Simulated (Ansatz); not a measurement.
# Geometry relaxation of GaN (part 2 of 2)

The same run, continued: GaN (slab, 8 atoms in the cell); DFT PBE, scalar-relativistic, plane waves, PAW, PAW set soft_1, no spin polarisation (Ansatz 0.2.0); cutoff 420 eV, 8×5×1 k-mesh, Gaussian smearing of 0.05 eV. The structure derives from an entry of the Crystallography Open Database. The input holds or restrains some coordinates. Forces given for the steps count only the free coordinates.

Geometry of the input (Å; fractional positions):
```
3.2187  0.0000  0.0000
0.0000  5.2435  0.0000
0.0000  0.0000  17.7166
Ga 0.0000  0.0009  0.3951
N  0.0000  0.6241  0.3951
Ga 0.5000  0.5009  0.4476
N  0.5000  0.1241  0.4476
Ga 0.5000  0.0009  0.5524
N  0.5000  0.6241  0.5524
Ga 0.0000  0.5009  0.6049
N  0.0000  0.1241  0.6049
```

Log, continued:
```
SCF iter   1: F=—  HF=-16668.112746 eV  |F-HF|=—  |Δ(HF+E_count)|=         —  Δρ=1.17e-3  dr2=2.26e-3  ethr=3.65e-5  p=-0.010 e·Å  D=-5.85e-3 V/Å  ΔV_dip=0.10 eV  dr2_dipole=8.65e-6  V_vac-E_F(+/−)=4.78/4.68 eV  ⟨swp⟩=2.4  Hψ=1531  notcnv=0  defer=35
efield: sawtooth ramp at fractional position 0.9800 (handed on by an earlier solve), width 0.0400; the density the first Hamiltonian is built on has a dipole p = -0.010 e·Å; the dipole correction subtracts the counter field D = -5.85e-3 V/Å, which shifts the + side's vacuum level by +0.10 eV against the − side's; the planar-averaged density in the ramp window peaks in size at 4.9e-6 e/Å³
preconditioner: auto → Resta (q_TF=auto, 2.152 Å⁻¹)  ε∞=2.5  [insulator: Δε(μ)=0.779 eV  Ē_g=15.037 eV  σ=0.050 eV  W_gap=1.00  n_scr=44 (ndim 8)  ℏωp=18.2 eV  f_vac=0.625  D(μ)=0.00/eV (n_scr^D=0)  ε∞_Penn≈2.5  vacuum switching on, ρ_ref=1.6e-2 e/Å³]
SCF iter   2: F=—  HF=-16668.112179 eV  |F-HF|=—  |Δ(HF+E_count)|=   5.67e-4  Δρ=5.52e-4  dr2=5.12e-4  ethr=3.14e-6  p=-0.008 e·Å  D=-4.98e-3 V/Å  ΔV_dip=0.09 eV  dr2_dipole=1.65e-5  V_vac-E_F(+/−)=4.76/4.67 eV  ⟨swp⟩=2.0  Hψ=917  notcnv=0  defer=32
SCF iter   3: F=—  HF=-16668.112133 eV  |F-HF|=—  |Δ(HF+E_count)|=   4.67e-5  Δρ=3.00e-4  dr2=2.93e-4  ethr=7.11e-7  p=-0.006 e·Å  D=-3.53e-3 V/Å  ΔV_dip=0.06 eV  dr2_dipole=1.18e-5  V_vac-E_F(+/−)=4.74/4.68 eV  ⟨swp⟩=2.1  Hψ=1084  notcnv=0  defer=32
SCF iter   4: F=—  HF=-16668.112088 eV  |F-HF|=—  |Δ(HF+E_count)|=   4.45e-5  Δρ=6.08e-5  dr2=1.09e-5  ethr=4.06e-7  p=-0.006 e·Å  D=-3.93e-3 V/Å  ΔV_dip=0.07 eV  dr2_dipole=1.70e-6  V_vac-E_F(+/−)=4.74/4.67 eV  ⟨swp⟩=2.0  Hψ=816  notcnv=0  defer=32
SCF iter   5: F=—  HF=-16668.112162 eV  |F-HF|=—  |Δ(HF+E_count)|=   7.41e-5  Δρ=3.78e-5  dr2=7.67e-6  ethr=1.52e-8  p=-0.006 e·Å  D=-3.58e-3 V/Å  ΔV_dip=0.06 eV  dr2_dipole=1.03e-6  V_vac-E_F(+/−)=4.74/4.67 eV  ⟨swp⟩=2.1  Hψ=1152  notcnv=0  defer=32
SCF iter   6: F=—  HF=-16668.112162 eV  |F-HF|=—  |Δ(HF+E_count)|=   6.71e-7  Δρ=1.46e-5  dr2=6.88e-7  ethr=1.06e-8  p=-0.006 e·Å  D=-3.71e-3 V/Å  ΔV_dip=0.07 eV  dr2_dipole=1.73e-8  V_vac-E_F(+/−)=4.74/4.67 eV  ⟨swp⟩=2.0  Hψ=771  notcnv=0  defer=32
SCF iter   7: F=-16668.112162 eV  HF=-16668.112162 eV  |F-HF|=3.62e-9  |Δ(HF+E_count)|=   1.30e-8  Δρ=5.11e-6  dr2=5.15e-8  ethr=1.39e-10  p=-0.006 e·Å  D=-3.70e-3 V/Å  ΔV_dip=0.07 eV  dr2_dipole=5.97e-10  V_vac-E_F(+/−)=4.74/4.67 eV  ⟨swp⟩=10.5  Hψ=3501  notcnv=0
SCF 5 converged in 7 iterations: F = -16668.112162 eV  dr2 = 5.15e-8
relax step   5: F+E_penalty+E_count = -16668.11216155 eV  Δ(F+E_penalty+E_count) = -1.584e-3 eV  max|allowed force component| = 2.539e-2 eV/Å  Δτ_max = 0.0143 Å  (7 SCF iters, accepted)
```

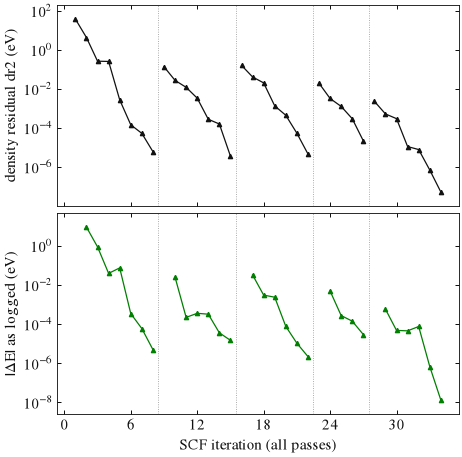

*Convergence of the self-consistent field: density residual dr2 and size of the energy change against the SCF iteration. The dotted lines part the SCF passes of the relaxation: geometry steps, rejected trials and re-solves on a re-selected basis.*

The 5 passes take 5 to 8 iterations each, 34 in all.

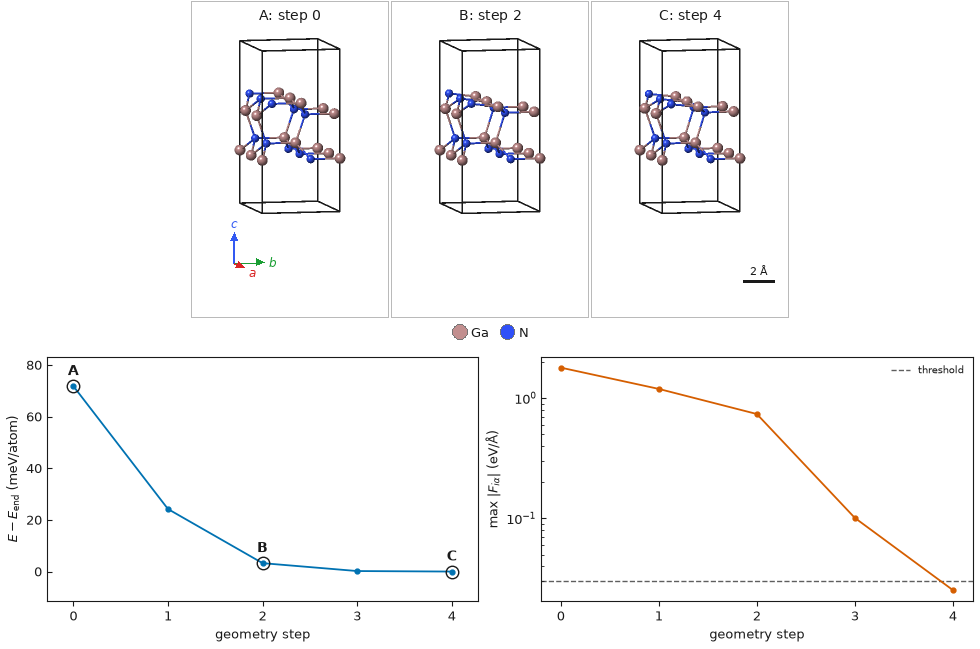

*Frames of the restrained relaxation (ball-and-stick view of the 2 × 1 repeat of the cell, with the vacuum cut short, seen slightly off an axis) above the curves, on which the letters mark them (the first geometry is step 0 here and step 1 in the log).*

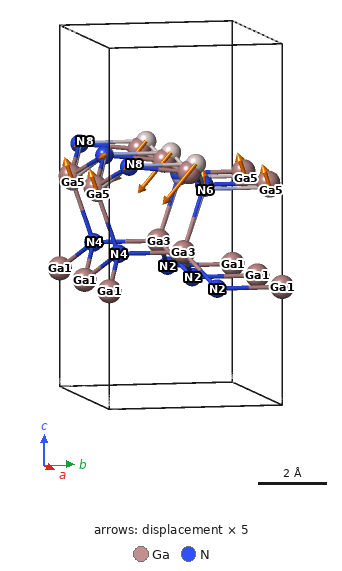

*Start (faint) and end (solid) with the displacements as orange arrows, magnified 5 times (ball-and-stick view of the 2 × 1 repeat of the cell, with the vacuum cut short, seen slightly off an axis).*

Ga7 moves most: 0.31 Å. Largest moves by element: Ga 0.31 Å, N 0.13 Å. The lattice vectors keep their values. Among the contacts that change: N4–Ga5 1.967 → 2.116 Å, Ga7–N8 1.975 → 1.831 Å, Ga3–N6 1.967 → 2.083 Å, Ga5–N8 1.967 → 1.895 Å. Among the angles that change: Ga3–N6–Ga7 109.8° → 98.6°, N6–Ga7–N8 109.2° → 118.1°, Ga5–N6–Ga7 109.2° → 115.9°. The energy falls by 71.8 meV per atom in 4 geometry steps. The largest force component goes from 1.8 to 0.025 eV/Å. (Atoms are counted from 1 in the order of the input.)

```
SCF converged after 7 iterations
Free energy (F): -16668.112162 eV
Harris-Foulkes:  -16668.112162 eV  (|F-HF|=3.62e-9)
Internal energy: -16668.112162 eV  (E = F + TS)
E sigma→0 (E₀):  -16668.112162 eV
Fermi energy:    -0.119394 eV
Dipole field:    D = -0.003671 V/Å  (p = -0.006067 e·Å, saw-weighted, corrected)
Work function:   Φ+ = 4.7368 eV   Φ− = 4.6717 eV
Levels:          The Fermi level and band energies are counted from a zero that moves with the ramp; work functions are not
--- Per-component energies (eV) ---
  E_band       = -768.466844
  E_kinetic    = 950.802227
  E_local      = -47171.377310  (includes V_loc(G=0)·N_el)
  E_nonlocal   = -222.507805
  E_hartree    = 23961.420445
  E_xc         = -485.246705
  E_vxc        = -517.808629  (∫ρ·V_xc dr)
  E_paw        = -8490.116552  (= ΣΔE_a)
  E_vpaw       = -1730.413913  (= ΣTr[D̂ρ^β])
  E_aug_tail   = 0.002679  (compensation charges beyond the density's cutoff)
  E_efield     = 0.000011  (sawtooth field / dipole correction)
  E_vefield    = -0.002739  (∫n·V_field dr)
  E_ewald      = 14788.910847
  E_smearing   = -0.000000  (= −TS)
  E_closure    = -0.000000  (closes the sum)
  Σ components = -16668.112162   (vs F -16668.112162, Δ=0.00e0)
--- Forces (eV/Å), atoms counted from 1 ---
  atom   1  Ga     0.00000000    -1.66609355     1.90981788
  atom   2  N      0.00000000     0.55768845     0.69916423
  atom   3  Ga    -0.00000000     0.87617483    -1.66672597
  atom   4  N     -0.00000000     0.22163748    -0.93925904
  atom   5  Ga    -0.00000000     0.01374816     0.01475331
  atom   6  N     -0.00000000    -0.02191268     0.00436724
  atom   7  Ga    -0.00000000     0.00811654     0.00304916
  atom   8  N      0.00000000     0.01060478    -0.02539429
  max |Σ_I F_I| component: 2.27e-4 eV/Å
--- Band table (eV; the first three rows and the last of 15) ---
  k-point 0: bands = ["-16.6119", "-15.8809", "-15.7661", "-15.0946", "-14.7269", "-14.6511", "-14.6344", "-14.6045", "-14.5545", "-14.5276", "-14.4871", "-14.4414", "-14.4202", "-14.2312", "-14.0098", "-13.9410", "-13.9043", "-13.8475", "-13.8340", "-13.7808", "-13.7254", "-13.2242", "-12.4511", "-11.8935", "-7.3370", "-6.4524", "-5.0430", "-4.2028", "-3.3607", "-2.3856", "-2.3051", "-1.5629", "-1.3577", "-1.2965", "-0.8611", "-0.5095", "0.2707", "1.9007", "3.8739", "4.0130", "4.4953", "4.5841", "4.6987", "5.0439"]
  k-point 1: bands = ["-16.5472", "-15.8761", "-15.7542", "-15.0663", "-14.7249", "-14.6550", "-14.6349", "-14.5991", "-14.5584", "-14.5354", "-14.4853", "-14.4393", "-14.3915", "-14.2129", "-14.0167", "-13.9390", "-13.9031", "-13.8516", "-13.8344", "-13.7829", "-13.7272", "-13.1798", "-12.7602", "-12.1017", "-6.7834", "-6.3928", "-4.6510", "-4.4824", "-3.2316", "-2.3850", "-2.2538", "-2.1353", "-1.4689", "-1.4377", "-0.7520", "-0.6282", "0.7667", "2.0164", "3.6576", "3.9683", "4.3055", "4.5744", "4.9236", "5.4277"]
  k-point 2: bands = ["-16.4281", "-15.8820", "-15.7302", "-15.0167", "-14.7219", "-14.6615", "-14.6356", "-14.5897", "-14.5674", "-14.5421", "-14.4901", "-14.4358", "-14.3286", "-14.1622", "-14.0286", "-13.9376", "-13.8574", "-13.8376", "-13.8356", "-13.7773", "-13.7299", "-13.4149", "-12.9074", "-12.5293", "-6.1446", "-5.6483", "-5.1684", "-3.8670", "-3.2437", "-2.9308", "-2.2713", "-2.2183", "-1.6150", "-1.4798", "-0.9186", "-0.8596", "1.1240", "2.2679", "3.6282", "4.0296", "4.4429", "4.7533", "5.3261", "5.8363"]
  k-point 14: bands = ["-16.1399", "-15.6933", "-15.6535", "-14.9725", "-14.7456", "-14.7312", "-14.6165", "-14.6055", "-14.5753", "-14.4772", "-14.3058", "-14.2268", "-14.1557", "-14.1068", "-13.9286", "-13.9276", "-13.8929", "-13.8171", "-13.8132", "-13.7312", "-12.8892", "-12.6217", "-12.1976", "-11.8625", "-7.3550", "-7.0544", "-6.7441", "-6.2705", "-3.4394", "-3.2253", "-2.9620", "-2.7709", "-2.4419", "-2.2097", "-1.3738", "-0.7592", "1.5187", "2.5918", "3.8564", "4.5354", "4.6648", "5.4880", "6.5026", "6.6803"]
--- Relaxed structure (5 steps of the walk, 5 accepted, 0 SCFs on fresh bases) ---
  F+E_penalty+E_count = -16668.11216155 eV   max|allowed force component| = 2.539e-2 eV/Å
  atoms:
    - { symbol: Ga, position: [0.0, 0.0008659247, 0.39511011660000006] }
    - { symbol: N, position: [0.0, 0.6241340753, 0.39511011660000006] }
    - { symbol: Ga, position: [0.49999999999999994, 0.5008659247, 0.4475550583000001] }
    - { symbol: N, position: [0.49999999999999994, 0.12413407530000001, 0.4475550583000001] }
    - { symbol: Ga, position: [0.49999999999999994, -0.008138185318097416, 0.5603941203701795] }
    - { symbol: N, position: [0.49999999999999994, 0.6214454682097107, 0.559601178533526] }
    - { symbol: Ga, position: [-8.197106747644964e-18, 0.4623164209662121, 0.5914763068842465] }
    - { symbol: N, position: [-8.796575315889034e-19, 0.11552196382097439, 0.6034504299475955] }
```

Trajectory as extended XYZ (Å, eV, eV/Å), 5 frames, from step=1 to step=5:
```
8
Lattice="3.2187 0.0000 0.0000 0.0000 5.2435 0.0000 0.0000 0.0000 17.7166" Properties=species:S:1:pos:R:3:forces:R:3 step=1 energy=-16667.53779
Ga    0.0000    0.0045    7.0000    0.0000  -1.7911   1.6461
N     0.0000    3.2726    7.0000    0.0000   0.6262   0.5460
Ga    1.6093    2.6263    7.9291    0.0000   0.6691  -1.7150
N     1.6093    0.6509    7.9291    0.0000   0.4959  -1.6398
Ga    1.6093    0.0045    9.7874    0.0000   0.6691   1.7149
N     1.6093    3.2726    9.7874    0.0000   0.4959   1.6399
Ga    0.0000    2.6263   10.7166    0.0000  -1.7911  -1.6461
N     0.0000    0.6509   10.7166    0.0000   0.6262  -0.5459
8
Lattice="3.2187 0.0000 0.0000 0.0000 5.2435 0.0000 0.0000 0.0000 17.7166" Properties=species:S:1:pos:R:3:forces:R:3 step=2 energy=-16667.91850
Ga    0.0000    0.0045    7.0000    0.0000  -1.8221   1.7187
N     0.0000    3.2726    7.0000    0.0000   0.6153   0.5384
Ga    1.6093    2.6263    7.9291    0.0000   0.8907  -1.8674
N     1.6093    0.6509    7.9291    0.0000   0.4647  -1.3286
Ga    1.6093    0.0260    9.8317    0.0000  -0.1431   0.9656
N     1.6093    3.2974    9.8012    0.0000  -0.1890   1.1918
Ga    0.0000    2.5037   10.5651    0.0000  -0.7607  -0.7414
N     0.0000    0.5969   10.7352    0.0000   0.9439  -0.4762
8
Lattice="3.2187 0.0000 0.0000 0.0000 5.2435 0.0000 0.0000 0.0000 17.7166" Properties=species:S:1:pos:R:3:forces:R:3 step=3 energy=-16668.08612
Ga    0.0000    0.0045    7.0000    0.0000  -1.7453   1.8575
N     0.0000    3.2726    7.0000    0.0000   0.5766   0.6374
Ga    1.6093    2.6263    7.9291    0.0000   0.9793  -1.6336
N     1.6093    0.6509    7.9291    0.0000   0.2740  -0.9528
Ga    1.6093   -0.0067    9.9073    0.0000  -0.4845   0.2986
N     1.6093    3.2584    9.8930    0.0000   0.1888   0.1371
Ga    0.0000    2.4119   10.4817    0.0000   0.7374  -0.1086
N     0.0000    0.6191   10.7262    0.0000  -0.5256  -0.2350
8
Lattice="3.2187 0.0000 0.0000 0.0000 5.2435 0.0000 0.0000 0.0000 17.7166" Properties=species:S:1:pos:R:3:forces:R:3 step=4 energy=-16668.11058
Ga    0.0000    0.0045    7.0000    0.0000  -1.6782   1.8899
N     0.0000    3.2726    7.0000    0.0000   0.5617   0.6928
Ga    1.6093    2.6263    7.9291    0.0000   0.8812  -1.6969
N     1.6093    0.6509    7.9291    0.0000   0.2179  -0.9540
Ga    1.6093   -0.0483    9.9198    0.0000   0.0482   0.0912
N     1.6093    3.2554    9.9073    0.0000  -0.1010   0.0238
Ga    0.0000    2.4139   10.4690    0.0000  -0.0002   0.0454
N     0.0000    0.5941   10.6960    0.0000   0.0744  -0.0908
8
Lattice="3.2187 0.0000 0.0000 0.0000 5.2435 0.0000 0.0000 0.0000 17.7166" Properties=species:S:1:pos:R:3:forces:R:3 step=5 energy=-16668.11216
Ga    0.0000    0.0045    7.0000    0.0000  -1.6661   1.9098
N     0.0000    3.2726    7.0000    0.0000   0.5577   0.6992
Ga    1.6093    2.6263    7.9291    0.0000   0.8762  -1.6667
N     1.6093    0.6509    7.9291    0.0000   0.2216  -0.9393
Ga    1.6093   -0.0427    9.9283    0.0000   0.0137   0.0148
N     1.6093    3.2585    9.9142    0.0000  -0.0219   0.0044
Ga    0.0000    2.4242   10.4789    0.0000   0.0081   0.0030
N     0.0000    0.6057   10.6911    0.0000   0.0106  -0.0254
```

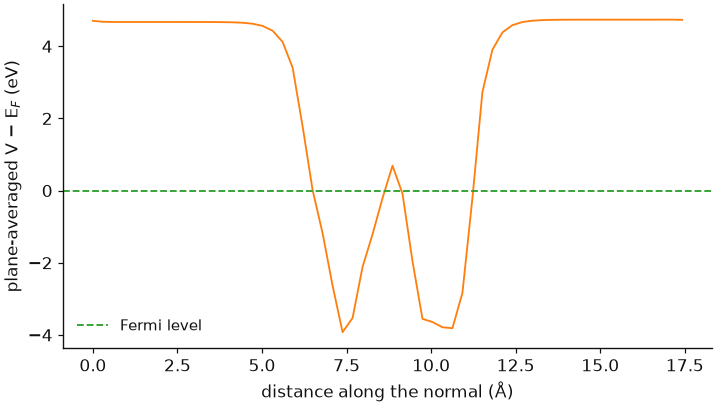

*Plane average of the electrostatic potential energy of an electron across the cell, from the Fermi level.*

The vacuum level lies 4.74 eV above the Fermi level on the upper side and 4.67 eV on the lower.

Results in brief:

| quantity | value |
| --- | --- |
| outcome | converged under the restraints of the input |
| electrons treated | 72 |
| free energy | −16668.1122 eV |
| work function, top face | 4.74 eV |
| work function, bottom face | 4.67 eV |
| Fermi energy | −0.119 eV |
| gap on the k-point mesh | 0.78 eV |
| final volume | 299.00 Å³ |
| work function (upper face) | 4.74 eV |
| largest force (length of the vector) at the end, held atoms and coordinates included | 2.534 eV/Å |
| wall time | 26 s (CPU time 97 s) |
| peak memory | 0.73 GiB |
